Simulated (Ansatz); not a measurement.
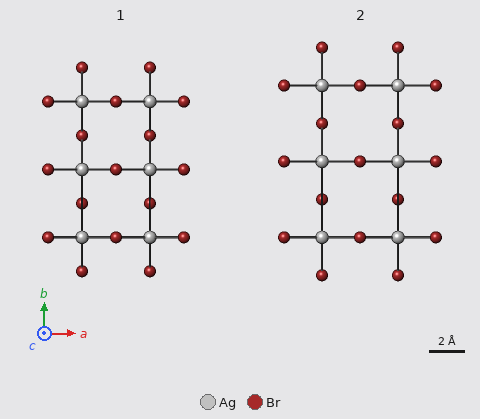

Two geometries of solid AgBr₂ (a generated structure, set up in P-4m2) (coarse preliminary run), drawn at one scale. One is the start of a relaxation, the other its converged end. The picture is a ball-and-stick view of the cell of the calculation, repeated 1 × 2 × 1 with one cell outlined, seen along the c axis.

All numbers below come from DFT PBE, scalar-relativistic, plane waves, PAW in Ansatz. Settings: plane-wave cutoff 420 eV; k-point mesh 4 × 4 × 4; occupations gaussian; smearing width 0.1 eV; no spin polarisation; cell and atoms relaxed; force threshold 0.04 eV/Å; at most 70 steps.

Which of the two is the end point?

Answer. Structure 1 is the relaxed one. The largest moves relative to the cell, 0.13 Å, are those of Br atoms. Ag stays in place. Cell: a = b 4.435 → 3.967 Å (−10.6 %), c 6.272 → 6.184 Å (−1.4 %). Volume −21.1 %. Some distances before and after: Ag–Br 2.716 → 2.595 Å. Bond angles that change, for instance: Ag–Br–Ag 109.5° → 99.7°, Br–Ag–Br 109.5° → 99.7°, Br–Ag–Br 109.5° → 114.6°. The space group stays P-4m2 (No. 115). The energy falls by 59.4 meV per atom in 4 accepted moves (5 points after the start). Largest force component: 0.48 eV/Å at the start, 0.0078 eV/Å at the end. The pressure goes from −2.45 to 0.18 GPa. The SCF was repeated once at an unchanged geometry on a basis and grid sized afresh for the cell, which shifted the energy by 1.0 meV per atom at most. Cost: 24 s on 1 thread of Arm Neoverse V2 (shared host), peak memory 0.38 GiB.

Limits of the set-up: an odd number of electrons was run without spin polarisation, which fails if the electron would localise.
